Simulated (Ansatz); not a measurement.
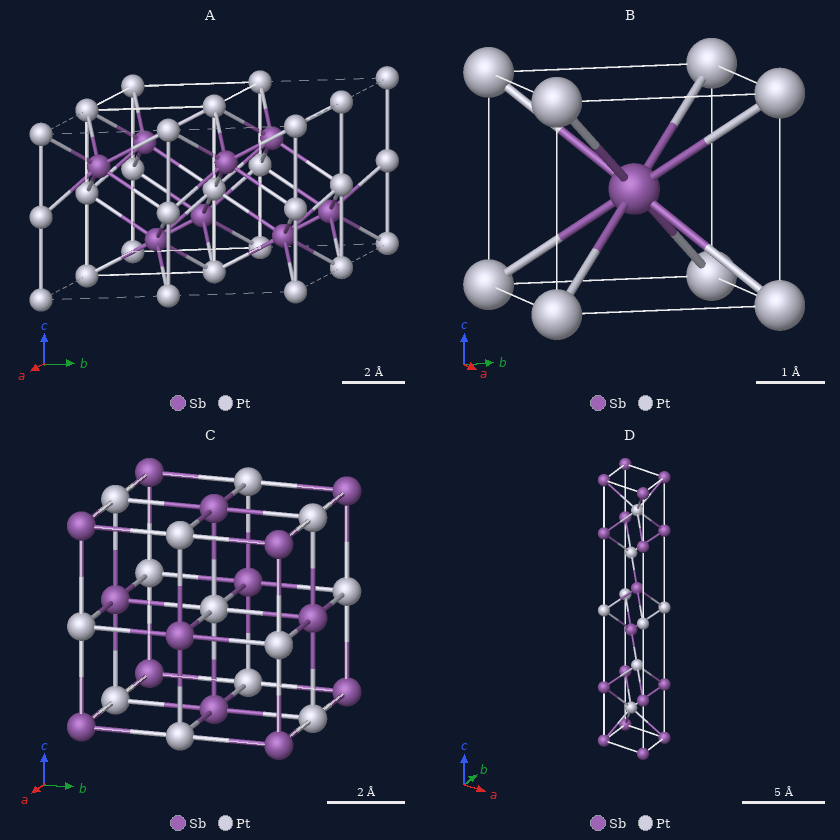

Four structures of SbPt, each relaxed to rest (conventional cells in solid outline, small ones repeated, each panel with its own scale). Method: DFT PBEsol, scalar-relativistic, plane waves, PAW (Ansatz 0.2.0), without spin polarisation.

> Name the structure in each panel.

A: nickel arsenide (NiAs) type, P6_3/mmc; B: 2 atoms a cell on a primitive tetragonal lattice, P4/mmm; C: rock salt (NaCl type), Fm-3m; D: 10 atoms a cell on a primitive hexagonal lattice, P-3m1.

> Rank them by energy, lowest first.

A, then C (+148 meV/atom), D (+208 meV/atom) and B (+335 meV/atom), energies at zero smearing.

> Collect the results in a table.

| panel | structure | E − E(lowest) (meV/atom) | volume (Å³/atom) | gap (eV) |
| --- | --- | --- | --- | --- |
| A | P6_3/mmc | 0 | 20.6 | metal |
| C | Fm-3m | 148 | 20.5 | metal |
| D | P-3m1 | 208 | 20.6 | metal |
| B | P4/mmm | 335 | 19.1 | metal |

Some of these may be structure types tried for this composition rather than known phases, and the most stable form need not be among them. Gaps are taken on the k-mesh or band path of each run.
